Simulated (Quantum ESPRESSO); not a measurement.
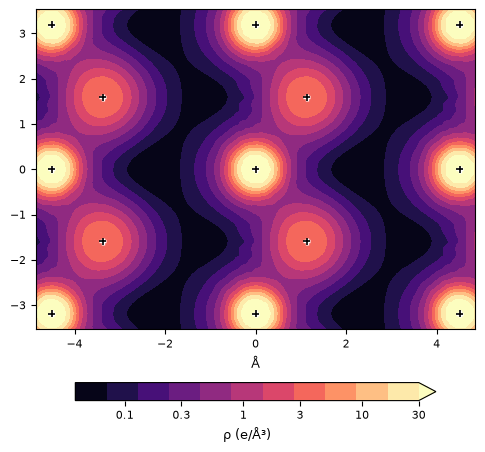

The valence pseudo-density on a plane through atoms (crosses mark nuclei in the plane).

All numbers below come from Quantum ESPRESSO, Kohn-Sham DFT of a periodic cell, PBEsol, GBRV 1.5 PBEsol.

Candidates:
A. GaN, a = 4.51 Å, b = 4.51 Å, c = 4.51 Å, α = 90.00°, β = 90.00°, γ = 90.00°. Space group F-43m; a structure from a database of computed crystals, not necessarily the ambient phase.
B. GaSb, a = 6.12 Å, b = 6.12 Å, c = 6.12 Å, α = 90.00°, β = 90.00°, γ = 90.00°. Space group F-43m.
C. KCl, a = 6.29 Å, b = 6.29 Å, c = 6.29 Å, α = 90.00°, β = 90.00°, γ = 90.00°. Space group Fm-3m.

Question: Which system is this?

Answer: Candidate A: GaN on the (011) plane of the conventional cell, which holds Ga and N. Ga–N (1.95 Å): ρ at the midpoint is about 0.75 e/Å³.
